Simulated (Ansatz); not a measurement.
Au: several calculations on one system

**1. Relaxation**

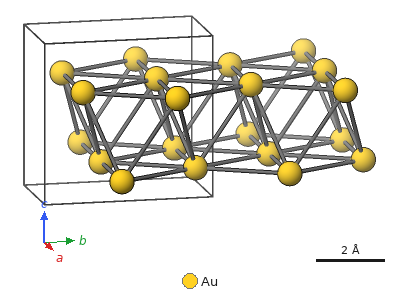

Solid Au (set up in Cmcm), before the relaxation. The picture is a ball-and-stick view of the conventional cell (2 times the calculation's cell), repeated 2 × 2 × 1 with one cell outlined, seen slightly off an axis. Lengths and directions refer to the drawn axes.

Method: DFT PBEsol, scalar-relativistic, plane waves, PAW (Ansatz).

Input
```yaml
crystal:
  lattice:
    - [1.411309965, -2.555933025, 0.0]
    - [1.411309965, 2.555933025, 0.0]
    - [0.0, 0.0, 4.89316961]
  atoms:
    - { symbol: Au, position: [0.66532797, 0.33467203, 0.25] }
    - { symbol: Au, position: [0.33467203, 0.66532797, 0.75] }
basis:
  ecutwfc: 420
kpoints:
  mp_grid: { grid: [16, 16, 10] }
hamiltonian:
  xc: pbesol
scf:
  occupations: { method: gaussian, width: 0.1 }
output:
  forces: true
  stress: true
  eigenvalues: true
relax:
  adjacent_minimum: "off"
  f_tol: 0.005
  max_steps: 80
  cell: { stress_tol: 0.05 }
```

Run as
```bash
ansatz run input.yaml --threads 2 --pin off --max-ram 5120MiB --backend cpu --events-out ev --progress --plain --runs-dir out
```

Q: Predict the outcome.

A: The largest moves relative to the cell, 0.007 Å, are those of Au1 and Au2. Au2 goes along −b. The drawn cell changes as follows: a 2.823 → 2.820 Å (−0.1 %), b 5.112 → 5.034 Å (−1.5 %), c 4.893 → 4.801 Å (−1.9 %); the volume changes by −3.5 %. Among the contacts that change: Au1–Au2 2.974 → 2.913 Å, Au1–Au2 (another image) 2.954 → 2.916 Å, Au1–Au1 2.920 → 2.885 Å. The space group stays Cmcm (No. 63). The energy falls by 11.5 meV per atom in 3 accepted moves (5 points after the start). Largest force component: 0.0081 eV/Å at the start, 0.0016 eV/Å at the end. Pressure: −5.26 GPa at the start and 0.02 GPa at the end. The line search rejected the trial step at point 1 of the run. At 1 point the geometry stayed and the basis and grid were re-selected for the new cell (energy shift of 0.2 meV per atom at most each time).

History of the run:

```
step  E − E(0), meV/atom  largest force component, eV/Å  pressure, GPa  volume, Å³/atom                      note
   0                0.00                         0.0081          -5.26           17.651                          
   1               49.85                         0.0010          16.85           15.754                  rejected
   2              -11.03                         0.0103          -0.98           17.148                          
   3              -11.67                         0.0028          -0.02           17.042                          
   4              -11.68                         0.0017           0.01           17.038                          
   5              -11.50                         0.0016           0.02           17.038  same geometry, new basis
```

The end point in the same view:

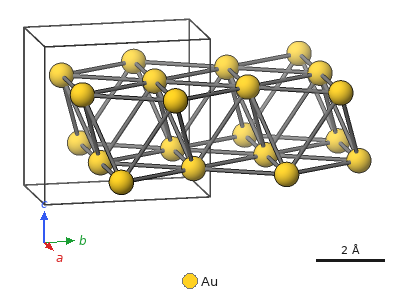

**2. Scan**

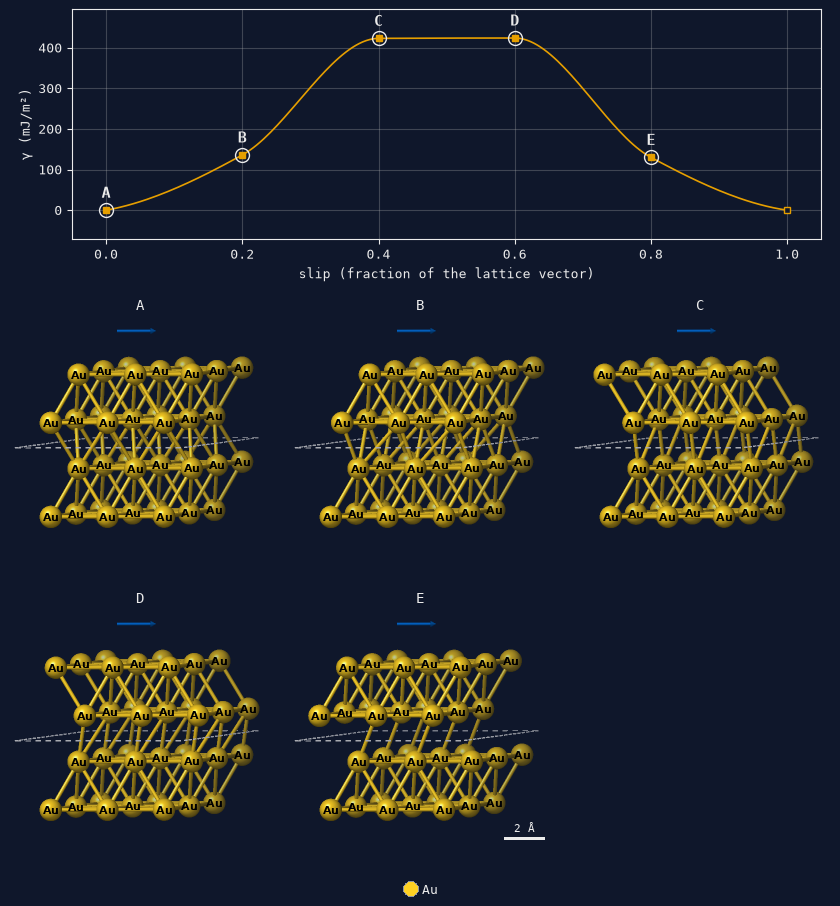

Energy scan for solid Au (Cmcm), in which the crystal above a cut along the (0 0 1) plane of the conventional cell (between a plane of Au below and one of Au above, 2.40 Å apart) is slid rigidly by fractions of an in-plane lattice vector 2.89 Å long (a generalised stacking fault). One cut stands in each cell, which starts 9.6 Å high; nothing is relaxed, and the dashed outline marks the cut, the arrow on top the direction of slip. The lettered frames are marked on the plot. Hollow markers are points alike by symmetry, not computed again. Style: ball-and-stick. Shown: the layers on both sides of the cut, from the side, nearly along the cut plane.

These are results of Ansatz 0.2.0, DFT PBEsol, scalar-relativistic, plane waves, PAW, not measurements. Set-up: plane-wave cutoff 420 eV; k-point mesh 23 × 24 × 6; occupations gaussian; smearing width 0.15 eV; no spin polarisation. Energies (free energies at the smearing named) are counted from the relaxed crystal.

Read off the main features of the energy profile.

Answer. The curve starts and ends at zero, since a full lattice vector restores the crystal. Its highest computed point is 424 mJ/m² at slip 0.60. The points are too sparse to place its extrema closely. Relaxation across the fault would lower the values.

**3. Scan**

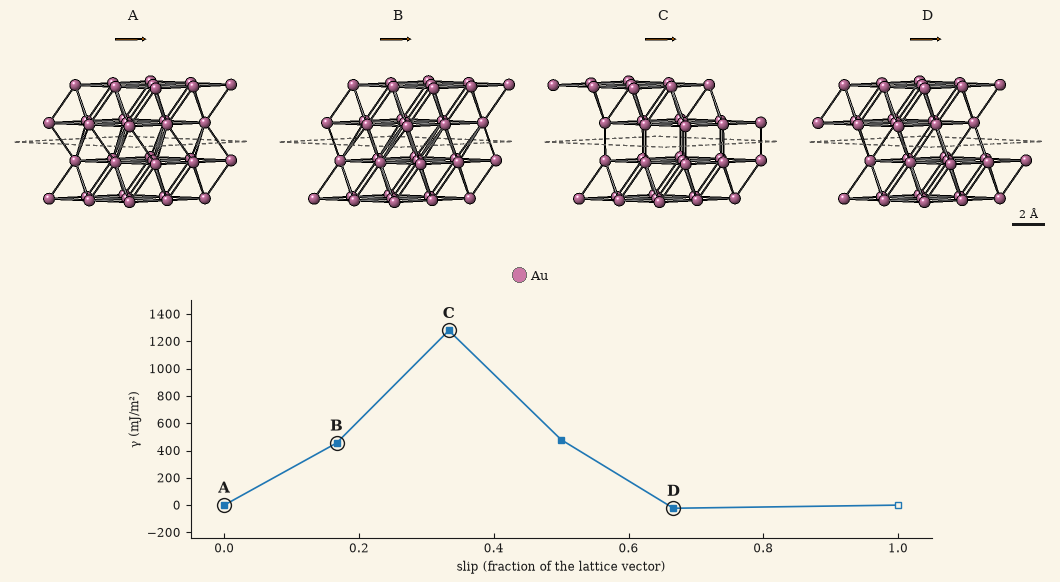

Solid Au (Cmcm): the crystal above a cut along the (0 0 1) plane of the conventional cell (between a plane of Au below and one of Au above, 2.40 Å apart) is slid rigidly by fractions of an in-plane lattice vector 4.92 Å long (a generalised stacking fault). One cut stands in each cell, which starts 9.6 Å high; nothing is relaxed, and the dashed outline marks the cut, the arrow on top the direction of slip. The lettered frames are marked on the plot. Hollow markers are points alike by symmetry, not computed again. The picture is a ball-and-stick view of the layers on both sides of the cut, seen from the side, nearly along the cut plane.

The calculation used DFT PBEsol, scalar-relativistic, plane waves, PAW in Ansatz. Set-up: plane-wave cutoff 420 eV; k-point mesh 23 × 24 × 6; occupations gaussian; smearing width 0.15 eV; no spin polarisation. Energies (free energies at the smearing named) are counted from the relaxed crystal.

> What does the scan show?

The curve starts and ends at zero, since a full lattice vector restores the crystal. Its highest computed point is 1280 mJ/m² at slip 0.333. The points are too sparse to place its extrema closely. Relaxation across the fault would lower the values.
